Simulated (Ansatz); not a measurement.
**Si$_{16}$S: geometry relaxation (part 2 of 4)**

Continued. System: Si$_{16}$S (slab, 17 atoms in the cell). Method: DFT PBE, scalar-relativistic, plane waves, PAW, PAW set soft_1, spin-polarised (Ansatz 0.2.0); cutoff 420 eV, 4×4×1 k-mesh, Gaussian smearing of 0.05 eV, collinear spins. The structure derives from a Materials Project entry. The input holds or restrains some coordinates. Forces given for the steps count only the free coordinates.

Geometry of the input (Å; fractional positions):
```
7.7022  0.0000  0.0000
0.0000  6.3647  0.0000
0.0000  0.0000  19.7525
Si 0.0000  0.9371  0.2025
Si 0.5000  0.9371  0.2025
Si 0.0000  0.5629  0.2025
Si 0.5000  0.5629  0.2025
Si 0.2500  0.4371  0.2588
Si 0.7500  0.4371  0.2588
Si 0.2500  0.0629  0.2588
Si 0.7500  0.0629  0.2588
Si 0.2500  0.9333  0.3721
Si 0.7500  0.9333  0.3721
Si 0.2500  0.5667  0.3721
Si 0.7500  0.5667  0.3721
Si 0.0000  0.4260  0.4178
Si 0.5000  0.4260  0.4178
Si 0.0000  0.0740  0.4178
Si 0.5000  0.0740  0.4178
S  0.2500  0.4260  0.4730
```

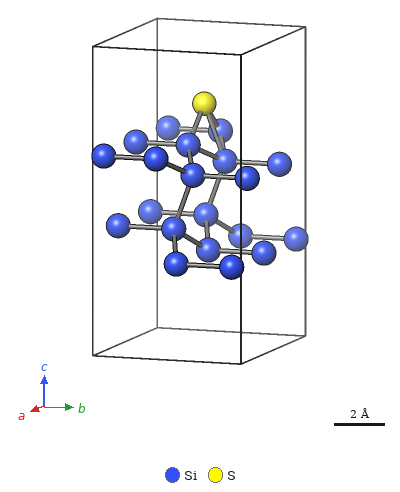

Figure 1. The geometry at step 3 of the log (ball-and-stick view of the cell of the calculation, with the vacuum cut short, seen slightly off an axis).

### What the program printed, continued
```
SCF iter   1: F=—  HF=-11068.086597 eV  |F-HF|=—  |Δ(HF+E_count)|=         —  Δρ=1.53e-2 (↑1.46e-2 ↓1.53e-2)  dr2=9.60e0  dr2_m=5.33e-1  M=0.237 μB ∫|m|=0.567 μB  β_m=0.30  ethr=3.10e-3  p=0.000 e·Å  D=1.09e-9 V/Å  ΔV_dip=-0.00 eV  dr2_dipole=4.91e-3  V_vac-E_F(+/−)=6.15/6.15 eV  ⟨swp⟩=10.4  Hψ=6264  notcnv=0  defer=39
efield: sawtooth ramp at fractional position 0.8178 (placed from the atoms, in the widest stretch of the axis that holds none; the zero of the levels goes with the place), width 0.0400; the density the first Hamiltonian is built on has a dipole p = 0.000 e·Å; the dipole correction subtracts the counter field D = 1.09e-9 V/Å, which shifts the + side's vacuum level by -0.00 eV against the − side's; the planar-averaged density in the ramp window peaks in size at 5.4e-8 e/Å³
preconditioner: auto → Resta (q_TF=auto, 1.761 Å⁻¹)  ε∞=2.7  [insulator: Δε(μ)=0.054 eV  Ē_g=7.504 eV  σ=0.050 eV  W_gap=0.53  n_scr=84 (ndim 8)  ℏωp=9.8 eV  f_vac=0.540  D(μ)=4.58/eV (n_scr^D=10)  ε∞_Penn≈2.7  vacuum switching on, ρ_ref=4.1e-3 e/Å³]
spin=Collinear: Resta preconditioning applied to the charge; magnetization (m = ρ↑ − ρ↓) channel mixes plain (no charge-response kernel on spin).
SCF iter   2: F=—  HF=-11066.870159 eV  |F-HF|=—  |Δ(HF+E_count)|=    1.22e0  Δρ=1.10e-2 (↑1.01e-2 ↓1.10e-2)  dr2=3.37e0  dr2_m=3.12e-1  M=0.150 μB ∫|m|=0.444 μB  β_m=0.30  ethr=3.10e-3  p=0.029 e·Å  D=5.51e-3 V/Å  ΔV_dip=-0.11 eV  dr2_dipole=6.16e-3  V_vac-E_F(+/−)=5.51/5.62 eV  ⟨swp⟩=3.7  Hψ=1706  notcnv=0  defer=203  κ⁻¹=1.0e0(r=1)
preconditioner: auto → LDOS  [metal: Δε(μ)=0.006 eV  Ē_g=7.433 eV  σ=0.050 eV  W_gap=0.07  n_scr=84 (ndim 8)  ℏωp=9.8 eV  f_vac=0.541  D(μ)=4.98/eV (n_scr^D=12)]
spin=Collinear: LDOS preconditioning applied to the charge; magnetization (m = ρ↑ − ρ↓) channel mixes plain (no charge-response kernel on spin).
SCF iter   3: F=—  HF=-11066.302765 eV  |F-HF|=—  |Δ(HF+E_count)|=   5.67e-1  Δρ=6.23e-3 (↑5.36e-3 ↓6.23e-3)  dr2=6.13e-1  dr2_m=1.80e-1  M=0.084 μB ∫|m|=0.349 μB  β_m=0.30  ethr=3.10e-3  p=0.061 e·Å  D=1.13e-2 V/Å  ΔV_dip=-0.22 eV  dr2_dipole=2.53e-3  V_vac-E_F(+/−)=4.84/5.06 eV  ⟨swp⟩=3.6  Hψ=1479  notcnv=0  defer=203  κ⁻¹=3.7e-2(r=2)
SCF iter   4: F=—  HF=-11066.293694 eV  |F-HF|=—  |Δ(HF+E_count)|=   9.07e-3  Δρ=3.60e-3 (↑3.41e-3 ↓3.60e-3)  dr2=4.30e-2  dr2_m=1.01e-1  M=0.063 μB ∫|m|=0.283 μB  β_m=0.30  ethr=8.75e-4  p=0.069 e·Å  D=1.28e-2 V/Å  ΔV_dip=-0.25 eV  dr2_dipole=7.90e-4  V_vac-E_F(+/−)=4.61/4.87 eV  ⟨swp⟩=3.5  Hψ=1786  notcnv=0  defer=206  κ⁻¹=1.3e-3(r=3)
SCF iter   5: F=—  HF=-11066.345933 eV  |F-HF|=—  |Δ(HF+E_count)|=   5.22e-2  Δρ=2.60e-3 (↑2.57e-3 ↓2.60e-3)  dr2=1.33e-2  dr2_m=5.75e-2  M=0.045 μB ∫|m|=0.230 μB  β_m=0.30  ethr=6.14e-5  p=0.073 e·Å  D=1.36e-2 V/Å  ΔV_dip=-0.27 eV  dr2_dipole=3.66e-4  V_vac-E_F(+/−)=4.52/4.79 eV  ⟨swp⟩=2.0  Hψ=1308  notcnv=0  defer=206  κ⁻¹=5.3e-4(r=4)
SCF iter   6: F=—  HF=-11066.375529 eV  |F-HF|=—  |Δ(HF+E_count)|=   2.96e-2  Δρ=1.94e-3 (↑1.94e-3 ↓1.92e-3)  dr2=2.49e-3  dr2_m=3.28e-2  M=0.036 μB ∫|m|=0.190 μB  β_m=0.30  ethr=1.90e-5  p=0.072 e·Å  D=1.35e-2 V/Å  ΔV_dip=-0.27 eV  dr2_dipole=1.22e-4  V_vac-E_F(+/−)=4.53/4.79 eV  ⟨swp⟩=2.1  Hψ=1379  notcnv=0  defer=206  κ⁻¹=1.9e-4(r=5)
SCF iter   7: F=—  HF=-11066.392589 eV  |F-HF|=—  |Δ(HF+E_count)|=   1.71e-2  Δρ=1.46e-3 (↑1.46e-3 ↓1.46e-3)  dr2=2.67e-4  dr2_m=1.88e-2  M=0.029 μB ∫|m|=0.158 μB  β_m=0.33  ethr=3.56e-6  p=0.072 e·Å  D=1.34e-2 V/Å  ΔV_dip=-0.26 eV  dr2_dipole=5.19e-6  V_vac-E_F(+/−)=4.50/4.77 eV  ⟨swp⟩=2.0  Hψ=1434  notcnv=0  defer=206
Mixer restart at iter 7: flushing history
spin-set hold released at iteration 7 (site moments contracting): the magnetisation degrees of freedom join the quasi-Newton model from the next iteration; the mixer history was flushed
SCF iter   8: F=—  HF=-11066.402980 eV  |F-HF|=—  |Δ(HF+E_count)|=   1.04e-2  Δρ=1.07e-3 (↑1.07e-3 ↓1.07e-3)  dr2=1.55e-4  dr2_m=1.01e-2  M=0.023 μB ∫|m|=0.130 μB  β_m=0.65  ethr=3.81e-7  p=0.071 e·Å  D=1.33e-2 V/Å  ΔV_dip=-0.26 eV  dr2_dipole=2.09e-6  V_vac-E_F(+/−)=4.50/4.76 eV  ⟨swp⟩=3.1  Hψ=1855  notcnv=0  defer=206
density mixer auto → msr1: a metal under ldos (density of states about μ 0.74 of a free-electron gas's, 84 screened modes)
SCF iter   9: F=—  HF=-11066.415134 eV  |F-HF|=—  |Δ(HF+E_count)|=   1.22e-2  Δρ=6.15e-5 (↑6.15e-5 ↓5.56e-5)  dr2=2.77e-5  dr2_m=2.81e-5  M=0.010 μB ∫|m|=0.048 μB  β_m=0.79  ethr=2.21e-7  p=0.069 e·Å  D=1.30e-2 V/Å  ΔV_dip=-0.26 eV  dr2_dipole=3.64e-6  V_vac-E_F(+/−)=4.49/4.75 eV  ⟨swp⟩=4.1  Hψ=2423  notcnv=0  defer=206
SCF iter  10: F=—  HF=-11066.415209 eV  |F-HF|=—  |Δ(HF+E_count)|=   7.50e-5  Δρ=2.76e-5 (↑2.63e-5 ↓2.76e-5)  dr2=1.08e-5  dr2_m=5.53e-6  M=0.013 μB ∫|m|=0.042 μB  β_m=0.85  ethr=2.23e-8  p=0.070 e·Å  D=1.30e-2 V/Å  ΔV_dip=-0.26 eV  dr2_dipole=2.94e-7  V_vac-E_F(+/−)=4.49/4.75 eV  ⟨swp⟩=32.5  Hψ=14254  notcnv=0
SCF iter  11: F=—  HF=-11066.415227 eV  |F-HF|=—  |Δ(HF+E_count)|=   1.76e-5  Δρ=1.20e-5 (↑1.20e-5 ↓1.08e-5)  dr2=3.13e-6  dr2_m=9.18e-7  M=0.014 μB ∫|m|=0.038 μB  β_m=0.83  ethr=1.54e-8  p=0.069 e·Å  D=1.29e-2 V/Å  ΔV_dip=-0.26 eV  dr2_dipole=3.31e-7  V_vac-E_F(+/−)=4.49/4.75 eV  ⟨swp⟩=17.1  Hψ=9641  notcnv=0
SCF iter  12: F=—  HF=-11066.415230 eV  |F-HF|=—  |Δ(HF+E_count)|=   3.23e-6  Δρ=5.79e-6 (↑5.79e-6 ↓5.46e-6)  dr2=3.31e-7  dr2_m=2.59e-7  M=0.015 μB ∫|m|=0.036 μB  β_m=0.92  ethr=4.48e-9  p=0.069 e·Å  D=1.30e-2 V/Å  ΔV_dip=-0.26 eV  dr2_dipole=5.67e-9  V_vac-E_F(+/−)=4.49/4.75 eV  ⟨swp⟩=15.9  Hψ=8788  notcnv=0
SCF iter  13: F=—  HF=-11066.415231 eV  |F-HF|=—  |Δ(HF+E_count)|=   1.24e-6  Δρ=3.58e-6 (↑3.58e-6 ↓3.48e-6)  dr2=1.32e-7  dr2_m=1.04e-7  M=0.016 μB ∫|m|=0.034 μB  β_m=0.96  ethr=4.73e-10  p=0.069 e·Å  D=1.30e-2 V/Å  ΔV_dip=-0.26 eV  dr2_dipole=2.73e-9  V_vac-E_F(+/−)=4.49/4.75 eV  ⟨swp⟩=14.7  Hψ=7565  notcnv=0
SCF iter  14: F=—  HF=-11066.415232 eV  |F-HF|=—  |Δ(HF+E_count)|=   6.90e-7  Δρ=2.20e-6 (↑2.19e-6 ↓2.20e-6)  dr2=1.03e-7  dr2_m=3.61e-8  M=0.017 μB ∫|m|=0.033 μB  β_m=0.92  ethr=1.88e-10  p=0.069 e·Å  D=1.30e-2 V/Å  ΔV_dip=-0.26 eV  dr2_dipole=1.25e-9  V_vac-E_F(+/−)=4.49/4.75 eV  ⟨swp⟩=14.0  Hψ=8087  notcnv=0
SCF iter  15: F=-11066.415232 eV  HF=-11066.415232 eV  |F-HF|=1.85e-8  |Δ(HF+E_count)|=   2.68e-7  Δρ=1.17e-6 (↑1.17e-6 ↓1.15e-6)  dr2=1.69e-8  dr2_m=1.09e-8  M=0.017 μB ∫|m|=0.033 μB  ethr=1.47e-10  p=0.069 e·Å  D=1.30e-2 V/Å  ΔV_dip=-0.26 eV  dr2_dipole=2.39e-10  V_vac-E_F(+/−)=4.49/4.75 eV  ⟨swp⟩=13.1  Hψ=7152  notcnv=0
SCF 1 converged in 15 iterations: F = -11066.415232 eV  dr2 = 1.69e-8
  greatest PAW one-centre occupation: 0.871 electrons in one spin orbital (limit 2), on the S atom at site 16 (counted from 0), in its partial waves of l = 0
relax step   1: F+E_penalty+E_count = -11066.41523211 eV  Δ(F+E_penalty+E_count) = +0.000e0 eV  max|allowed force component| = 3.139e0 eV/Å  Δτ_max = 0.0000 Å  (15 SCF iters, dr2 threshold 1.56e-5 eV, accepted)
Initial density: handed on by an earlier stage of this run
Starting moments: Σ|m| = 2 μB on 1 of 17 sites; this step starts from the density that it was given
Initial wavefunctions: those handed on with the density
iter 1 solved again at ethr=7.08e-5 eV; its pass at ethr=3.10e-3 eV (dr2=4.96e-2 eV) is discarded
SCF iter   1: F=—  HF=-11066.703688 eV  |F-HF|=—  |Δ(HF+E_count)|=         —  Δρ=1.83e-3 (↑1.26e-3 ↓1.83e-3)  dr2=5.46e-2  dr2_m=1.44e-2  M=0.038 μB ∫|m|=0.119 μB  β_m=0.30  ethr=7.08e-5  p=0.069 e·Å  D=1.30e-2 V/Å  ΔV_dip=-0.26 eV  dr2_dipole=6.14e-3  V_vac-E_F(+/−)=4.50/4.76 eV  ⟨swp⟩=2.0  Hψ=3636  notcnv=0  defer=199
efield: sawtooth ramp at fractional position 0.8178 (handed on by an earlier solve), width 0.0400; the density the first Hamiltonian is built on has a dipole p = 0.069 e·Å; the dipole correction subtracts the counter field D = 1.30e-2 V/Å, which shifts the + side's vacuum level by -0.26 eV against the − side's; the planar-averaged density in the ramp window peaks in size at 2.9e-7 e/Å³
preconditioner: auto → LDOS  [metal: Δε(μ)=0.003 eV  Ē_g=7.568 eV  σ=0.050 eV  W_gap=0.04  n_scr=84 (ndim 8)  ℏωp=10.0 eV  f_vac=0.554  D(μ)=8.02/eV (n_scr^D=26)]
spin=Collinear: LDOS preconditioning applied to the charge; magnetization (m = ρ↑ − ρ↓) channel mixes plain (no charge-response kernel on spin).
SCF iter   2: F=—  HF=-11066.706121 eV  |F-HF|=—  |Δ(HF+E_count)|=   2.43e-3  Δρ=1.25e-3 (↑9.61e-4 ↓1.25e-3)  dr2=2.21e-2  dr2_m=8.13e-3  M=0.036 μB ∫|m|=0.102 μB  β_m=0.54  ethr=7.08e-5  p=0.061 e·Å  D=1.14e-2 V/Å  ΔV_dip=-0.22 eV  dr2_dipole=3.20e-3  V_vac-E_F(+/−)=4.53/4.75 eV  ⟨swp⟩=1.7  Hψ=930  notcnv=0  defer=199
density mixer auto → msr1: a metal under ldos (density of states about μ 0.73 of a free-electron gas's, 84 screened modes)
SCF iter   3: F=—  HF=-11066.716644 eV  |F-HF|=—  |Δ(HF+E_count)|=   1.05e-2  Δρ=3.37e-4 (↑3.37e-4 ↓2.99e-4)  dr2=2.17e-3  dr2_m=6.84e-4  M=0.033 μB ∫|m|=0.064 μB  β_m=0.71  ethr=3.16e-5  p=0.045 e·Å  D=8.40e-3 V/Å  ΔV_dip=-0.17 eV  dr2_dipole=2.28e-4  V_vac-E_F(+/−)=4.58/4.74 eV  ⟨swp⟩=2.2  Hψ=1405  notcnv=0  defer=199
SCF iter   4: F=—  HF=-11066.717773 eV  |F-HF|=—  |Δ(HF+E_count)|=   1.13e-3  Δρ=7.56e-5 (↑4.07e-5 ↓7.56e-5)  dr2=2.76e-4  dr2_m=1.03e-5  M=0.032 μB ∫|m|=0.049 μB  β_m=0.79  ethr=3.10e-6  p=0.040 e·Å  D=7.41e-3 V/Å  ΔV_dip=-0.15 eV  dr2_dipole=1.69e-5  V_vac-E_F(+/−)=4.59/4.74 eV  ⟨swp⟩=2.2  Hψ=1414  notcnv=0  defer=199
iter 5 did not close the SCF: its close was put off for a magnetic moment that had not settled (scf_convergence_deferred on its scf_iter line)
SCF iter   5: F=-11066.717729 eV  HF=-11066.717752 eV  |F-HF|=2.32e-5  |Δ(HF+E_count)|=   2.09e-5  Δρ=2.78e-5 (↑2.75e-5 ↓2.78e-5)  dr2=3.99e-5  dr2_m=1.51e-6  M=0.033 μB ∫|m|=0.049 μB  β_m=0.77  ethr=1.43e-7  p=0.038 e·Å  D=7.08e-3 V/Å  ΔV_dip=-0.14 eV  dr2_dipole=3.44e-7  V_vac-E_F(+/−)=4.60/4.74 eV  ⟨swp⟩=27.4  Hψ=12487  notcnv=0
iter 6 did not close the SCF: its close was put off for a magnetic moment that had not settled (scf_convergence_deferred on its scf_iter line)
SCF iter   6: F=-11066.717746 eV  HF=-11066.717747 eV  |F-HF|=1.59e-6  |Δ(HF+E_count)|=   4.21e-6  Δρ=1.05e-5 (↑6.52e-6 ↓1.05e-5)  dr2=3.85e-6  dr2_m=2.42e-7  M=0.034 μB ∫|m|=0.050 μB  β_m=0.74  ethr=5.71e-8  p=0.037 e·Å  D=7.01e-3 V/Å  ΔV_dip=-0.14 eV  dr2_dipole=5.53e-10  V_vac-E_F(+/−)=4.60/4.74 eV  ⟨swp⟩=15.3  Hψ=9084  notcnv=0
iter 7 did not close the SCF: its close was put off for a magnetic moment that had not settled (scf_convergence_deferred on its scf_iter line)
SCF iter   7: F=-11066.717748 eV  HF=-11066.717748 eV  |F-HF|=2.46e-7  |Δ(HF+E_count)|=   3.20e-7  Δρ=4.18e-6 (↑3.87e-6 ↓4.18e-6)  dr2=2.93e-7  dr2_m=1.12e-7  M=0.035 μB ∫|m|=0.051 μB  β_m=0.78  ethr=5.49e-9  p=0.037 e·Å  D=7.00e-3 V/Å  ΔV_dip=-0.14 eV  dr2_dipole=9.40e-9  V_vac-E_F(+/−)=4.60/4.74 eV  ⟨swp⟩=12.6  Hψ=8134  notcnv=0
iter 8 did not close the SCF: its close was put off for a magnetic moment that had not settled (scf_convergence_deferred on its scf_iter line)
SCF iter   8: F=-11066.717749 eV  HF=-11066.717748 eV  |F-HF|=2.05e-7  |Δ(HF+E_count)|=   5.90e-7  Δρ=3.20e-6 (↑2.85e-6 ↓3.20e-6)  dr2=4.12e-8  dr2_m=7.79e-8  M=0.036 μB ∫|m|=0.052 μB  β_m=0.89  ethr=4.18e-10  p=0.037 e·Å  D=6.99e-3 V/Å  ΔV_dip=-0.14 eV  dr2_dipole=6.66e-11  V_vac-E_F(+/−)=4.60/4.74 eV  ⟨swp⟩=10.7  Hψ=7216  notcnv=0
iter 9 did not close the SCF: its close was put off for a magnetic moment that had not settled (scf_convergence_deferred on its scf_iter line)
SCF iter   9: F=-11066.717749 eV  HF=-11066.717749 eV  |F-HF|=1.90e-7  |Δ(HF+E_count)|=   5.46e-7  Δρ=2.92e-6 (↑2.92e-6 ↓2.89e-6)  dr2=2.22e-8  dr2_m=7.31e-8  M=0.037 μB ∫|m|=0.054 μB  β_m=0.95  ethr=5.88e-11  p=0.037 e·Å  D=6.98e-3 V/Å  ΔV_dip=-0.14 eV  dr2_dipole=1.28e-10  V_vac-E_F(+/−)=4.60/4.74 eV  ⟨swp⟩=9.2  Hψ=7186  notcnv=0
iter 10 did not close the SCF: its close was put off for a magnetic moment that had not settled (scf_convergence_deferred on its scf_iter line)
SCF iter  10: F=-11066.717750 eV  HF=-11066.717750 eV  |F-HF|=1.96e-7  |Δ(HF+E_count)|=   5.76e-7  Δρ=2.97e-6 (↑2.97e-6 ↓2.81e-6)  dr2=1.30e-8  dr2_m=7.34e-8  M=0.039 μB ∫|m|=0.056 μB  β_m=0.97  ethr=3.16e-11  p=0.037 e·Å  D=6.98e-3 V/Å  ΔV_dip=-0.14 eV  dr2_dipole=9.01e-11  V_vac-E_F(+/−)=4.60/4.74 eV  ⟨swp⟩=9.5  Hψ=7291  notcnv=0
iter 11 did not close the SCF: its close was put off for a magnetic moment that had not settled (scf_convergence_deferred on its scf_iter line)
SCF iter  11: F=-11066.717750 eV  HF=-11066.717750 eV  |F-HF|=2.04e-7  |Δ(HF+E_count)|=   3.52e-7  Δρ=2.97e-6 (↑2.97e-6 ↓2.82e-6)  dr2=4.88e-9  dr2_m=7.41e-8  M=0.040 μB ∫|m|=0.057 μB  β_m=0.99  ethr=1.86e-11  p=0.037 e·Å  D=6.98e-3 V/Å  ΔV_dip=-0.14 eV  dr2_dipole=3.18e-10  V_vac-E_F(+/−)=4.60/4.74 eV  ⟨swp⟩=8.6  Hψ=6756  notcnv=0
iter 12 did not close the SCF: its close was put off for a magnetic moment that had not settled (scf_convergence_deferred on its scf_iter line)
SCF iter  12: F=-11066.717751 eV  HF=-11066.717750 eV  |F-HF|=2.12e-7  |Δ(HF+E_count)|=   5.36e-7  Δρ=2.99e-6 (↑2.99e-6 ↓2.86e-6)  dr2=1.83e-9  dr2_m=7.59e-8  M=0.041 μB ∫|m|=0.059 μB  β_m=0.99  ethr=6.97e-12  p=0.037 e·Å  D=6.98e-3 V/Å  ΔV_dip=-0.14 eV  dr2_dipole=2.52e-10  V_vac-E_F(+/−)=4.60/4.74 eV  ⟨swp⟩=7.3  Hψ=6859  notcnv=0
iter 13 did not close the SCF: its close was put off for a magnetic moment that had not settled (scf_convergence_deferred on its scf_iter line)
SCF iter  13: F=-11066.717750 eV  HF=-11066.717750 eV  |F-HF|=2.11e-7  |Δ(HF+E_count)|=   1.71e-7  Δρ=2.97e-6 (↑2.97e-6 ↓2.86e-6)  dr2=1.11e-9  dr2_m=7.55e-8  M=0.041 μB ∫|m|=0.059 μB  β_m=1.00  ethr=2.62e-12  p=0.037 e·Å  D=6.98e-3 V/Å  ΔV_dip=-0.14 eV  dr2_dipole=1.67e-10  V_vac-E_F(+/−)=4.60/4.74 eV  ⟨swp⟩=7.0  Hψ=6183  notcnv=0
iter 14 did not close the SCF: its close was put off for a magnetic moment that had not settled (scf_convergence_deferred on its scf_iter line)
SCF iter  14: F=-11066.717750 eV  HF=-11066.717750 eV  |F-HF|=2.09e-7  |Δ(HF+E_count)|=   1.47e-7  Δρ=2.96e-6 (↑2.96e-6 ↓2.85e-6)  dr2=1.05e-9  dr2_m=7.48e-8  M=0.041 μB ∫|m|=0.058 μB  β_m=1.00  ethr=1.58e-12  p=0.037 e·Å  D=6.98e-3 V/Å  ΔV_dip=-0.14 eV  dr2_dipole=1.54e-10  V_vac-E_F(+/−)=4.60/4.74 eV  ⟨swp⟩=6.8  Hψ=6049  notcnv=0
SCF iter  15: F=-11066.717749 eV  HF=-11066.717748 eV  |F-HF|=1.82e-7  |Δ(HF+E_count)|=   1.75e-6  Δρ=2.78e-6 (↑2.78e-6 ↓2.65e-6)  dr2=1.79e-9  dr2_m=6.54e-8  M=0.036 μB ∫|m|=0.052 μB  ethr=1.50e-12  p=0.037 e·Å  D=6.98e-3 V/Å  ΔV_dip=-0.14 eV  dr2_dipole=2.22e-10  V_vac-E_F(+/−)=4.60/4.74 eV  ⟨swp⟩=8.3  Hψ=8031  notcnv=0
the starting moments were not kept: the SCF closed with an absolute magnetisation of 5.1e-2 μB, where they sum to 2 μB in size (1 site). That is at most 0.1 of that sum. Measured as dr2_m measures the in/out step, that magnetisation stands 9.6e-5 eV from none, at or under the dr2_threshold of 1.0e-4 eV: it is no larger than a step whose dr2_m would equal this threshold.
SCF 2 converged in 15 iterations: F = -11066.717749 eV  dr2 = 1.79e-9
  greatest PAW one-centre occupation: 0.870 electrons in one spin orbital (limit 2), on the S atom at site 16 (counted from 0), in its partial waves of l = 0
relax step   2: F+E_penalty+E_count = -11066.71774851 eV  Δ(F+E_penalty+E_count) = -3.025e-1 eV  max|allowed force component| = 1.939e0 eV/Å  Δτ_max = 0.1209 Å  (15 SCF iters, dr2 threshold 1.00e-4 eV, accepted)
[... from here on the SCF iterations and repeated set-up lines of each step are left out, up to the last step ...]
SCF 3 converged in 20 iterations: F = -11066.958434 eV  dr2 = 2.26e-6
relax step   3: F+E_penalty+E_count = -11066.95843388 eV  Δ(F+E_penalty+E_count) = -2.407e-1 eV  max|allowed force component| = 6.010e-1 eV/Å  Δτ_max = 0.1950 Å  (20 SCF iters, dr2 threshold 1.00e-4 eV, accepted)
SCF 4 converged in 18 iterations: F = -11066.986405 eV  dr2 = 3.79e-10
relax step   4: F+E_penalty+E_count = -11066.98640466 eV  Δ(F+E_penalty+E_count) = -2.797e-2 eV  max|allowed force component| = 2.175e-1 eV/Å  Δτ_max = 0.1550 Å  (18 SCF iters, accepted)
SCF 5 converged in 18 iterations: F = -11066.991039 eV  dr2 = 7.92e-11
relax step   5: F+E_penalty+E_count = -11066.99103887 eV  Δ(F+E_penalty+E_count) = -4.634e-3 eV  max|allowed force component| = 3.833e-2 eV/Å  Δτ_max = 0.0511 Å  (18 SCF iters, accepted)
```
